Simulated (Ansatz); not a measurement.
# Two runs on AlN

System: AlN (F-43m, 2 atoms in the cell).
Method of the first run: DFT, r2SCAN, plane waves, PAW, no spin polarisation (Ansatz 0.2.0).

The structure was built on a prototype by a generator. The geometry comes from this level: r2SCAN (a point of a series of strains). Text and figures count atoms from 1; the logs count them from 0 in places.

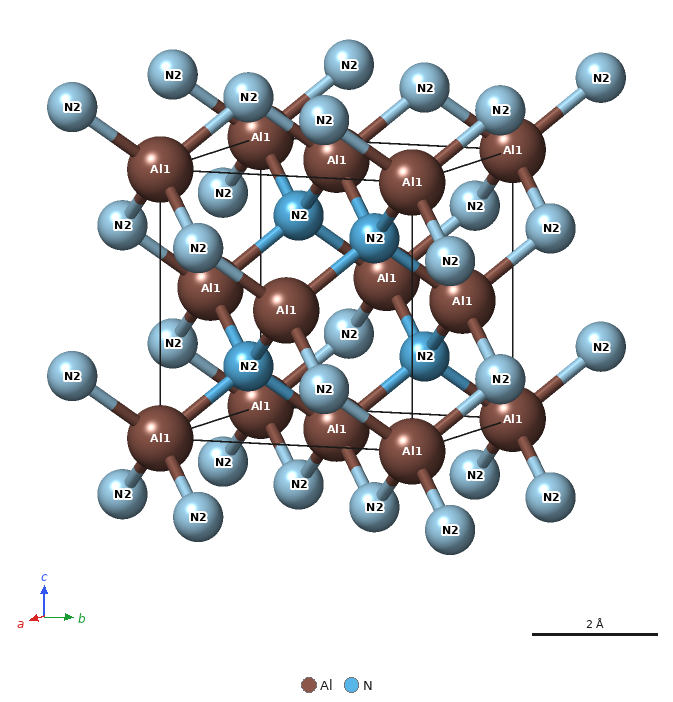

The input geometry (ball-and-stick view of the cell 4 times as large as that of the calculation, set on its symmetry axes, seen slightly off an axis; neighbours outside the cell are drawn fainter; atoms are numbered from 1 in the order of the input).

### Input file, the first run
```yaml
crystal:
  lattice:
    - [0.0, 2.1848764128, 2.1848764128]
    - [2.1848764128, 0.0, 2.1848764128]
    - [2.1848764128, 2.1848764128, 0.0]
  atoms:
    - { symbol: Al, position: [0.0, 0.0, 0.0] }
    - { symbol: "N", position: [0.25, 0.25, 0.25] }
kpoints:
  mp_grid: { grid: [10, 10, 10] }
  band_path:
    path:
      - [0.0, 0.0, 0.0]
      - [-0.5, -0.5, 0.0]
      - [-0.375, -0.375, 0.25]
      - [-0.375, 0.0, 0.375]
      - [0.0, 0.0, 0.5]
      - [-0.5, -0.25, 0.25]
    npoints: 1
hamiltonian:
  xc: r2scan
scf:
  occupations: { method: fixed }
  n_extra_bands: 4
output:
  forces: true
  stress: true
  eigenvalues: true
```

Command:
```bash
ansatz run input.yaml --threads 2 --pin off --max-ram 2211MiB --backend cpu --events-out ev --progress --plain --runs-dir out
```

Hardware: 2 threads of an x86-64 CPU, shared host.

### Output, shortened to warnings, some set-up lines, iterations and results (the first run)
```
Basis set: ecut = 500 eV, 531 PW (Γ), exchange–correlation on 96×96×96 points (64 copies of the dense FFT grid, shifted against one another)
Symmetry: 24 space group operations
k-points: 47 of 1000 (time reversal used)
Initial density: superposition of atomic densities (neutral atoms: chi_scale 0, normalization atom), corrected by the library's trained network
[...]
SCF iter   1: F=—  HF=-928.366830 eV  |F-HF|=—  |Δ(HF+E_count)|=         —  Δρ=6.94e-3  dr2=1.08e-2  dr2_τ=1.56e-1  ethr=1.77e-3  ⟨swp⟩=4.9  Hψ=2497  notcnv=0  defer=20
SCF iter   2: F=—  HF=-928.437425 eV  |F-HF|=—  |Δ(HF+E_count)|=   7.06e-2  Δρ=4.59e-3  dr2=1.93e-3  dr2_τ=2.01e-4  ethr=1.35e-4  ⟨swp⟩=2.4  Hψ=1056  notcnv=0  defer=91
SCF iter   3: F=—  HF=-928.437224 eV  |F-HF|=—  |Δ(HF+E_count)|=   2.01e-4  Δρ=1.04e-3  dr2=1.50e-4  dr2_τ=3.60e-5  ethr=2.41e-5  ⟨swp⟩=2.0  Hψ=472  notcnv=0  defer=92
SCF iter   4: F=—  HF=-928.437201 eV  |F-HF|=—  |Δ(HF+E_count)|=   2.30e-5  Δρ=2.13e-4  dr2=1.03e-5  dr2_τ=5.67e-7  ethr=1.88e-6  ⟨swp⟩=2.9  Hψ=653  notcnv=0  defer=92
SCF iter   5: F=—  HF=-928.437201 eV  |F-HF|=—  |Δ(HF+E_count)|=   6.73e-7  Δρ=4.85e-5  dr2=5.73e-7  dr2_τ=4.65e-8  ethr=1.28e-7  ⟨swp⟩=2.5  Hψ=545  notcnv=0
SCF iter   6: F=-928.437201 eV  HF=-928.437201 eV  |F-HF|=3.26e-8  |Δ(HF+E_count)|=   1.24e-8  Δρ=1.72e-5  dr2=7.28e-8  dr2_τ=1.23e-9  ethr=1.25e-9  ⟨swp⟩=5.7  Hψ=2055  …
SCF 1 converged in 6 iterations: F = -928.437201 eV  dr2 = 7.28e-8
NSCF: frozen V_eff on 6 k-points
SCF converged after 6 iterations
Free energy (F): -928.437201 eV
Harris-Foulkes:  -928.437201 eV  (|F-HF|=3.26e-8)
Internal energy: -928.437201 eV  (E = F + TS)
E sigma→0 (E₀):  -928.437201 eV
Fermi energy:    6.690862 eV
--- Per-component energies (eV) ---
  E_band       = 11.404839
  E_kinetic    = 160.461377
  E_local      = -223.562109  (includes V_loc(G=0)·N_el)
  E_nonlocal   = 54.312012
  E_hartree    = 78.218615
  E_xc         = -98.826610
  E_vxc        = -119.111159  (∫ρ·V_xc dr)
  E_paw        = -602.467125  (= ΣΔE_a)
  E_vpaw       = -23.521001  (= ΣTr[D̂ρ^β])
  E_aug_tail   = 0.000016  (compensation charges beyond the density's cutoff)
  E_vtau       = 6.392682  (kinetic-family band-sum trace: ∫τ·v_τ [+ j·A + Jᵃ·Aᵃ] dr)
  E_ewald      = -296.483705
  E_core_change = -0.089673  (= ΣΔE_core)
  E_smearing   = -0.000000  (= −TS)
  E_closure    = 0.000000  (closes the sum)
  Σ components = -928.437201   (vs F -928.437201, Δ=0.00e0)
--- Forces (eV/Å), atoms counted from 1 ---
  atom   1  Al     0.00000000    -0.00000000     0.00000000
  atom   2  N     -0.00000000     0.00000000     0.00000000
  max |Σ_I F_I| component: 2.04e-16 eV/Å
--- Stress (GPa, compression-positive) ---
        0.003833      -0.000000      -0.000000
        0.000000       0.003833       0.000000
        0.000000       0.000000       0.003833
  P = ⅓ Tr σ = 0.0038 GPa (0.038 kbar)
```

The input of the second run differs as follows (lines with − go, lines with + come):
```diff
-    - [0.0, 2.1848764128, 2.1848764128]
-    - [2.1848764128, 0.0, 2.1848764128]
+    - [0.0, 2.1848764128, 2.2176495589]
+    - [2.1848764128, 0.0, 2.2176495589]
```

What does this change do to the results?

With the same functional and potentials, the second run lies 2.2 meV per atom higher. The gap on the mesh goes from 3.94 to 3.88 eV. The pressure goes from 0.00 to −3.06 GPa. The volume per atom goes from 10.43 to 10.59 Å³. The number of SCF iterations is the same. The irreducible k-points go from 47 to 102. The plane waves at Γ go from 531 to 533.

### Output, shortened to warnings, some set-up lines, iterations and results (the second run)
```
Basis set: ecut = 500 eV, 533 PW (Γ), exchange–correlation on 96×96×96 points (64 copies of the dense FFT grid, shifted against one another)
Symmetry: 8 space group operations
k-points: 102 of 1000 (time reversal used)
Initial density: superposition of atomic densities (neutral atoms: chi_scale 0, normalization atom), corrected by the library's trained network
[...]
SCF iter   1: F=—  HF=-928.364009 eV  |F-HF|=—  |Δ(HF+E_count)|=         —  Δρ=6.93e-3  dr2=1.10e-2  dr2_τ=1.50e-1  ethr=1.77e-3  ⟨swp⟩=4.9  Hψ=5434  notcnv=0  defer=49
SCF iter   2: F=—  HF=-928.432950 eV  |F-HF|=—  |Δ(HF+E_count)|=   6.89e-2  Δρ=4.58e-3  dr2=1.95e-3  dr2_τ=2.08e-4  ethr=1.38e-4  ⟨swp⟩=2.3  Hψ=2275  notcnv=0  defer=202
SCF iter   3: F=—  HF=-928.432742 eV  |F-HF|=—  |Δ(HF+E_count)|=   2.08e-4  Δρ=1.07e-3  dr2=1.66e-4  dr2_τ=3.79e-5  ethr=2.43e-5  ⟨swp⟩=2.0  Hψ=1021  notcnv=0  defer=203
SCF iter   4: F=—  HF=-928.432716 eV  |F-HF|=—  |Δ(HF+E_count)|=   2.62e-5  Δρ=2.26e-4  dr2=1.20e-5  dr2_τ=6.51e-7  ethr=2.08e-6  ⟨swp⟩=2.9  Hψ=1401  notcnv=0  defer=203
SCF iter   5: F=—  HF=-928.432713 eV  |F-HF|=—  |Δ(HF+E_count)|=   2.71e-6  Δρ=4.46e-5  dr2=4.86e-7  dr2_τ=4.42e-8  ethr=1.50e-7  ⟨swp⟩=2.6  Hψ=1189  notcnv=0
SCF iter   6: F=-928.432713 eV  HF=-928.432713 eV  |F-HF|=2.55e-8  |Δ(HF+E_count)|=   3.52e-8  Δρ=1.57e-5  dr2=6.19e-8  dr2_τ=1.09e-9  ethr=1.25e-9  ⟨swp⟩=5.7  Hψ=4443  …
SCF 1 converged in 6 iterations: F = -928.432713 eV  dr2 = 6.19e-8
NSCF: frozen V_eff on 6 k-points
SCF converged after 6 iterations
Free energy (F): -928.432713 eV
Harris-Foulkes:  -928.432713 eV  (|F-HF|=2.55e-8)
Internal energy: -928.432713 eV  (E = F + TS)
E sigma→0 (E₀):  -928.432713 eV
Fermi energy:    6.560787 eV
--- Per-component energies (eV) ---
  E_band       = 10.404601
  E_kinetic    = 159.784999
  E_local      = -224.886506  (includes V_loc(G=0)·N_el)
  E_nonlocal   = 54.162596
  E_hartree    = 78.602396
  E_xc         = -98.622353
  E_vxc        = -118.843721  (∫ρ·V_xc dr)
  E_paw        = -602.359389  (= ΣΔE_a)
  E_vpaw       = -23.402506  (= ΣTr[D̂ρ^β])
  E_aug_tail   = 0.000018  (compensation charges beyond the density's cutoff)
  E_vtau       = 6.388804  (kinetic-family band-sum trace: ∫τ·v_τ [+ j·A + Jᵃ·Aᵃ] dr)
  E_ewald      = -295.024801
  E_core_change = -0.089673  (= ΣΔE_core)
  E_smearing   = -0.000000  (= −TS)
  E_closure    = -0.000000  (closes the sum)
  Σ components = -928.432713   (vs F -928.432713, Δ=0.00e0)
--- Forces (eV/Å), atoms counted from 1 ---
  atom   1  Al     0.00000000    -0.00000000     0.00000000
  atom   2  N     -0.00000000     0.00000000     0.00000000
  max |Σ_I F_I| component: 1.53e-16 eV/Å
--- Stress (GPa, compression-positive) ---
       -2.290730      -0.000000      -0.000000
        0.000000      -2.290730       0.000000
       -0.000000       0.000000      -4.589017
  P = ⅓ Tr σ = -3.0568 GPa (-30.568 kbar)
```

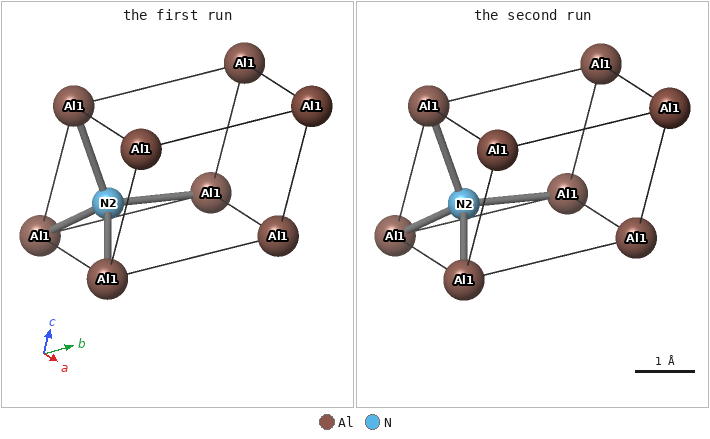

The two input geometries at one scale (ball-and-stick view of the cell of the calculation, seen slightly off an axis). The atoms keep their places relative to the cell (all moves are under 0.005 Å). The drawn cell changes as follows: a = b 3.090 → 3.113 Å (+0.8 %), c stays at 3.090 Å, α 60.0° → 60.2°, β 60.0° → 60.2°, γ 60.0° → 59.5°; the volume changes by +1.5 %. Among the contacts that change: Al1–N2 1.892 → 1.902 Å.

### The two runs side by side

| quantity | the first run | the second run |
| --- | --- | --- |
| outcome | converged | converged |
| free energy per atom (eV) | −464.2186 | −464.2164 |
| gap on the mesh (eV) | 3.94 | 3.88 |
| pressure (GPa) | 0.00 | −3.06 |
| volume per atom (Å³) | 10.43 | 10.59 |
| largest force (eV/Å) | 0.000 | 0.000 |
| SCF iterations | 6 | 6 |
| irreducible k-points | 47 | 102 |
| plane waves at Γ | 531 | 533 |
| wall time (shared host) | 1.6 s | 2.5 s |
